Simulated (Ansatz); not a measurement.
C$_{213}$N$_{2}$ (cell charge −1, with a compensating background) (cell with a defect), 215 atoms, a = 10.71 Å, b = 10.71 Å, c = 10.71 Å, α = 90.00°, β = 90.00°, γ = 90.00°.

Not relaxed (largest force 0.3 eV/Å); PAW files of the earlier set (soft_1); spin-polarised.

Computed with DFT HSE06, scalar-relativistic, plane waves, PAW in Ansatz 0.2.0.

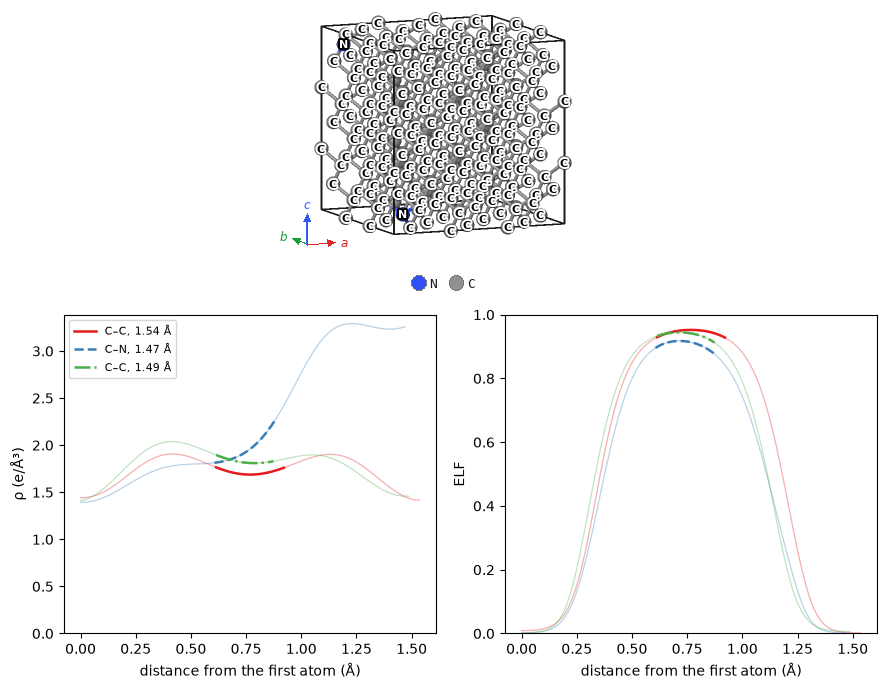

C$_{213}$N$_{2}$ (cell charge −1, with a compensating background) (cell with a defect). Valence electron density and ELF along straight lines between neighbouring atoms. Thin, pale parts lie inside the atomic spheres. The structure is drawn too.

The density is the valence pseudo-density of a PAW calculation; it isn't the true density close to the nuclei.

Q: What can be read from the curves?

A: C–C (1.54 Å): the density is about 1.7 e/Å³ at the midpoint; the ELF peaks at about 0.95 between the atoms (a covalent bond).
C–N (1.47 Å): ρ is about 1.9 e/Å³ halfway; the ELF peaks at about 0.90 between the atoms; a covalent bond.
C–C (1.49 Å): ρ is about 1.8 e/Å³ halfway; the ELF peaks at about 0.95 between the atoms (a shared electron pair).
